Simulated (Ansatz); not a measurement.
C, as given below.

```yaml
crystal:
  lattice:
    - [3.40057, 0.00000, 0.00000]
    - [-1.70028, 2.94498, 0.00000]
    - [0.00000, 0.00000, 1.28242]
  atoms:
    - { symbol: C, position: [0.00000, 0.00000, 0.00000] }
```

Basis of the simulation: coordinates from a relaxation with DFT PBEsol, scalar-relativistic, plane waves, PAW in Ansatz 0.2.0; the starting structure was generated, so it need not be a known form of this composition.

Question: Predict the first 4 clear peaks of the X-ray G(r) with σ = 0.10 Å, and name the atom pairs.

Answer: 1. 1.27 Å: C–C at 1.28 Å
2. 2.56 Å: C–C at 2.56 Å
3. 3.62 Å: C–C at 3.40–3.85 Å
4. 4.26 Å: C–C at 4.26 Å

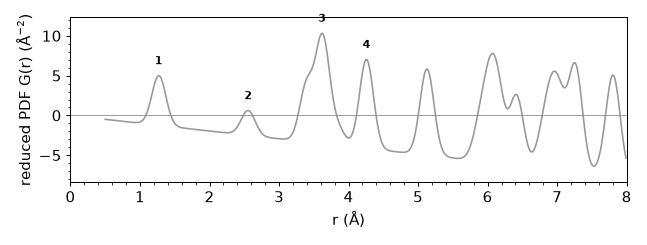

The curve is a calculated X-ray PDF: distances of the static structure, each pair weighted by the product of the atomic numbers (X-ray weights at Q = 0), broadened by Gaussians with σ = 0.10 Å, damped by exp(−(Q_damp r)²/2) with Q_damp = 0.020 Å⁻¹.
